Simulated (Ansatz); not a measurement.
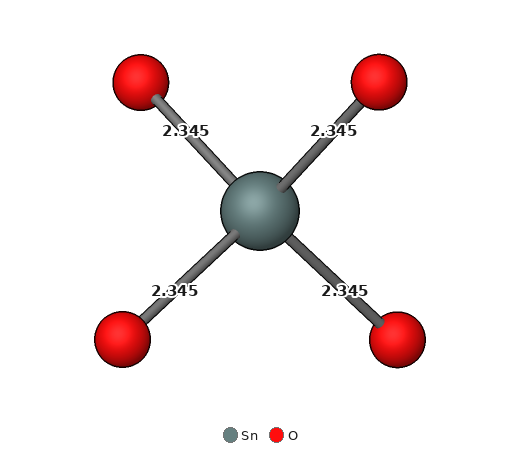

The surroundings of site Sn1 (at 0.000, 0.000, 0.000) in SnO in space group F-43m, with bond lengths in Å.

Source of the atomic positions: the input geometry of an electronic-structure calculation (not necessarily at equilibrium); the starting structure was generated, so it need not be a known form of this composition.

```
CELL_PARAMETERS angstrom
5.41643 0.00000 0.00000
0.00000 5.41643 0.00000
0.00000 0.00000 5.41643
ATOMIC_POSITIONS crystal
Sn 0.00000 0.00000 0.00000
O 0.25000 0.25000 0.75000
Sn 0.00000 0.50000 0.50000
O 0.25000 0.75000 0.25000
Sn 0.50000 0.00000 0.50000
O 0.75000 0.25000 0.25000
Sn 0.50000 0.50000 0.00000
O 0.75000 0.75000 0.75000
```

Bond valence s = exp((R0 − d)/b), R0 fitted to published crystal structures with b = 0.37 Å; R0 in Å: Sn2+–O 1.962.

Calculate the bond-valence sum of Sn1 from the bonds drawn.

Answer. 4 × 0.355 = 1.42 v.u., against a formal valence of 2: underbonded (bonds long for this ion) by 0.58.

And over the whole structure?

Answer.
```csv
site,"x, y, z",formal valence,bond-valence sum,difference
Sn1,"0.000, 0.000, 0.000",+2,1.43,-0.57
O1,"0.250, 0.250, 0.750",−2,1.43,-0.57
```

These sums include all anions within 5 Å. The global instability index (root mean square of the differences over all atoms) is 0.57 v.u.: above 0.2, which by the usual rule of thumb marks a strained structure. The cell was not relaxed for this table, and a volume that is off by a few per cent shifts all sums together.
